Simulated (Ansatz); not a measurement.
# Ti3Al: what the fields show

Input

```
crystal:
  lattice:
    - [0.0, 3.1915212958, 3.1915212958]
    - [3.1915212958, 0.0, 3.1915212958]
    - [3.1915212958, 3.1915212958, 0.0]
  atoms:
    - { symbol: Ti, position: [0.7656665099, 0.7656665099, 0.7343334901], spin: 0.22 }
    - { symbol: Ti, position: [0.25, 0.25, 0.25], spin: 0.22 }
    - { symbol: Ti, position: [0.0, 0.0, 0.0], spin: 0.96 }
    - { symbol: Al, position: [0.5, 0.5, 0.5] }
basis:
  ecutwfc: 420
kpoints:
  mp_grid: { grid: [14, 14, 14] }
hamiltonian:
  xc: pbesol
scf:
  occupations: { method: gaussian, width: 0.15 }
output:
  forces: true
  stress: true
  eigenvalues: true
  populations: true
  write_density: true
  write_potential: true
  elf: true
  volumetric_format: npy
magnetization:
  spin_polarized: true
```

Command:

```sh
ansatz run input.yaml --threads 1 --pin off --max-ram 2560MiB --backend cpu --events-out ev --progress --plain --runs-dir out
```

Below, planes, directions and counts refer to the conventional cell (a = 4.51 Å, b = 4.51 Å, c = 6.38 Å, α = 90.00°, β = 90.00°, γ = 90.00°).

Space group Imm2; a structure from a database of computed crystals, not necessarily the ambient phase; changed on purpose from its base cell (atom 1 (Ti) moved -0.100 A towards its neighbour atom 2 (Ti) at 3.192 A); not relaxed (largest force 0.6 eV/Å); spin-polarised.

All numbers below come from Ansatz 0.2.0, DFT PBEsol, scalar-relativistic, plane waves, PAW.

The density is the valence pseudo-density of a PAW calculation; it isn't the true density close to the nuclei.

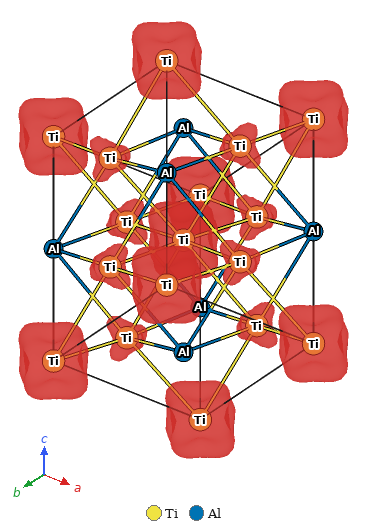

Figure 1. Isosurface of the spin density at +0.08 e/Å³ (red), seen at an oblique angle. Sticks mark near contacts.

Q: Which atoms carry the moments, and with what signs?

A: The spin density sits on Ti: +0.8 μB (×2) in one cell of 8 atoms: parallel main moments, as they must be, since the calculation's own cell holds one magnetic site. The cell of the calculation (4 atoms) carries 1.6 μB of net spin moment.

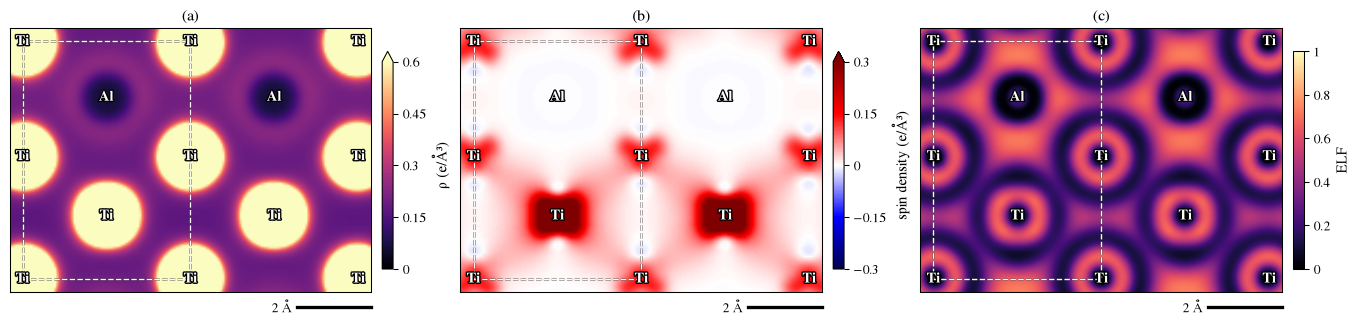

Figure 2. (a) valence pseudo-density; (b) magnetisation density (up minus down); (c) electron localisation function on the (100) plane of the conventional cell.

Q: Describe what can be read from this map.

A: The section cuts through Ti and Al sites.
Ti–Al (2.71 Å): the density is about 0.22 e/Å³ at the midpoint; the ELF is about 0.30 at the midpoint: no shared electron pair shows on this line.
Ti–Ti (2.76 Å): ρ at the midpoint is about 0.21 e/Å³; the ELF is about 0.20 at the midpoint (no shared electron pair shows on this line).
Ti–Al (2.76 Å): ρ at the midpoint is about 0.21 e/Å³; the ELF is about 0.30 at the midpoint.
Ti–Ti (2.82 Å): the density is about 0.2 e/Å³ at the midpoint; the ELF is about 0.25 at the midpoint; no shared electron pair shows on this line.
Between the atoms the lowest density in this plane is 0.17 e/Å³.
The features right at Ti lie inside the PAW spheres, where the map follows smoothed inner orbitals and isn't to be read closely.

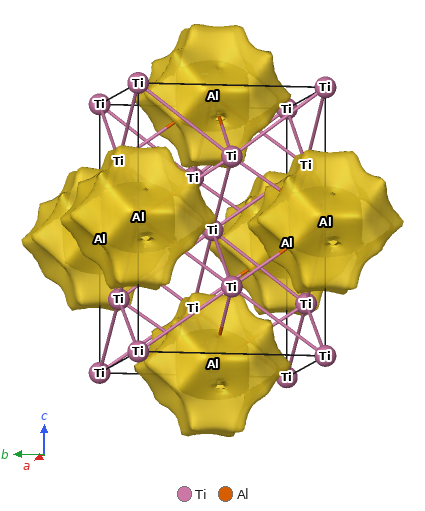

Figure 3. Isosurface of the ELF at 0.55 (yellow), seen at an oblique angle. Only the valence region is drawn (cores and ρ < 0.01 e/Å³ removed). Sticks mark near contacts.

Q: What do the ELF domains correspond to?

A: At this value the surface marks out two regions wrapped around Al (the valence shell of each), counted in one cell of 8 atoms. Regions shared between cells count once. Along the contacts the grid gives the following. Ti–Ti (2.71 Å): the ELF is about 0.20 at the midpoint: no shared electron pair shows on this line.

Q: Metal or insulator at this level of theory?

A: It is metallic or semimetallic at this level of theory: no gap opens.
